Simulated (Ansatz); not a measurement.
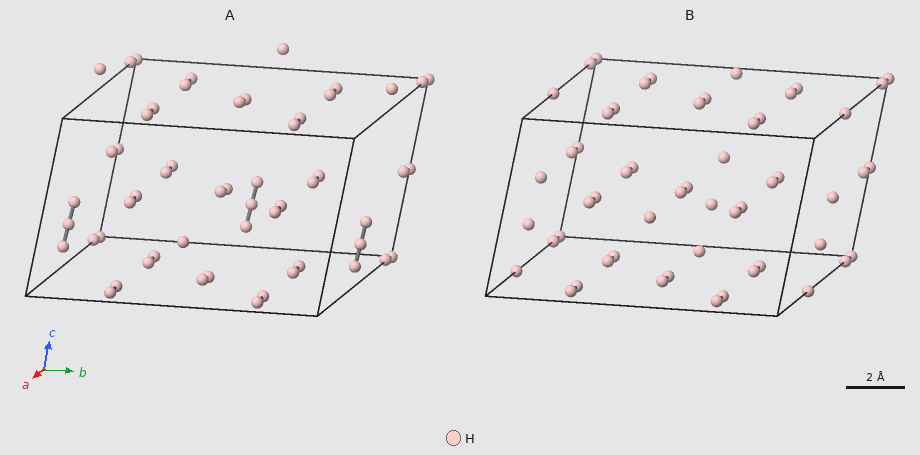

Two geometries of a defect cell of composition H (started half-way along a vacancy jump, in the symmetry of that start), drawn at one scale. One is the start of a relaxation, the other its converged end. A ball-and-stick model of the conventional cell (2 times the calculation's cell) (origin shifted), seen slightly off an axis. Lengths and directions refer to the drawn axes.

The calculation used DFT PBE, scalar-relativistic, plane waves, PAW in Ansatz. (plane-wave cutoff 420 eV; k-point mesh 4 × 4 × 4; occupations gaussian; smearing width 0.05 eV; no spin polarisation; atoms relaxed in a fixed cell; force threshold 0.02 eV/Å; at most 60 steps)

Question: Which of the two is the end point?

Answer: Structure A is the relaxed one. The largest moves, 1.07 Å, are those of H atoms. The cell stays as it was. Some distances before and after: H–H 2.006 → 0.934 Å. After 9 accepted moves (11 points after the start) the energy has fallen by 4.024 eV per cell of the calculation. Largest force component: 1.1 eV/Å at the start, 0.019 eV/Å at the end. The line search rejected the trial step at point 6 of the run. 1 step only repeated the SCF at the same geometry.

Limits of the set-up: the periodic images lie only 7.0 Å apart, so the values are limited by the cell's size.
